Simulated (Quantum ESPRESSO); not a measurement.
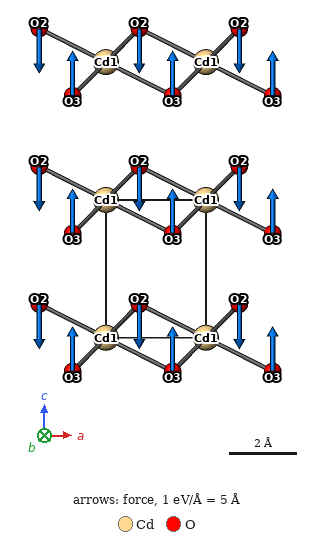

Starting geometry of crystalline CdO2 (set up in P-3m1) with the computed forces as blue arrows. Style: ball-and-stick. Shown: the cell of the calculation, repeated 1 × 1 × 2 with one cell outlined, along the b axis.

The run lets cell and atoms move.

These are results of Quantum ESPRESSO 7.5, Kohn-Sham DFT of a periodic cell, PBEsol, GBRV 1.5 PBEsol, not measurements.

Input file:
```
&CONTROL
  calculation = 'vc-relax'
  prefix = 'pwscf'
  outdir = './tmp'
  pseudo_dir = './pseudo'
  tprnfor = .true.
  tstress = .true.
  disk_io = 'low'
  nstep = 40
  forc_conv_thr = 0.0004
  etot_conv_thr = 1d-05
/
&SYSTEM
  ibrav = 0
  A = 3.47622958
  nat = 3
  ntyp = 2
  ecutwfc = 52
  ecutrho = 414
  nbnd = 19
  occupations = 'smearing'
  smearing = 'fd'
  degauss = 0.00367493
/
&ELECTRONS
  conv_thr = 6d-10
  electron_maxstep = 120
  mixing_beta = 0.5
/
&IONS
  ion_dynamics = 'bfgs'
/
&CELL
  cell_dynamics = 'bfgs'
  press = 50
  press_conv_thr = 0.3
/
ATOMIC_SPECIES
Cd   112.4140 cd_pbesol_v1.uspp.F.UPF
O     15.9990 o_pbesol_v1.2.uspp.F.UPF
CELL_PARAMETERS alat
   0.9999999989    0.0000000000    0.0000000000
  -0.4999999995    0.8660254028    0.0000000000
   0.0000000000    0.0000000000    1.1932687139
ATOMIC_POSITIONS alat
Cd     0.0000000000    0.0000000000    0.0000000000
O     -0.0000000001    0.5773502686    0.2914188920
O      0.4999999995    0.2886751342    0.9018498218
K_POINTS automatic
9 9 7 0 0 0
```

Run as
```bash
OMP_NUM_THREADS=1 mpirun -n 2 pw.x -nk 2 -in pw.in > pw.out
```

> Is this structure relaxed? If not, where do the atoms go?

It isn't relaxed: the largest force vector, on O atoms, is 0.27 eV/Å. Measured relative to the changing cell, the final displacements run against the starting forces (cosine between the two patterns −1.00). The energy falls by 107 meV per atom in 15 geometry steps. With the target pressure of 5 GPa, the enthalpy E + pV changes by −210 meV per atom. The largest force component goes from 0.27 to under 0.0001 eV/Å. The pressure goes from −10.79 to 5.00 GPa. The largest moves relative to the cell, 0.16 Å, are those of O2 and O3. O2 goes along +c. Cd stays in place. The drawn cell changes as follows: a = b 3.476 → 3.325 Å (−4.3 %), c 4.148 → 3.498 Å (−15.7 %); the volume changes by −22.9 %. Some distances before and after: Cd1–O2 2.248 → 2.171 Å. The space group stays P-3m1 (No. 164).
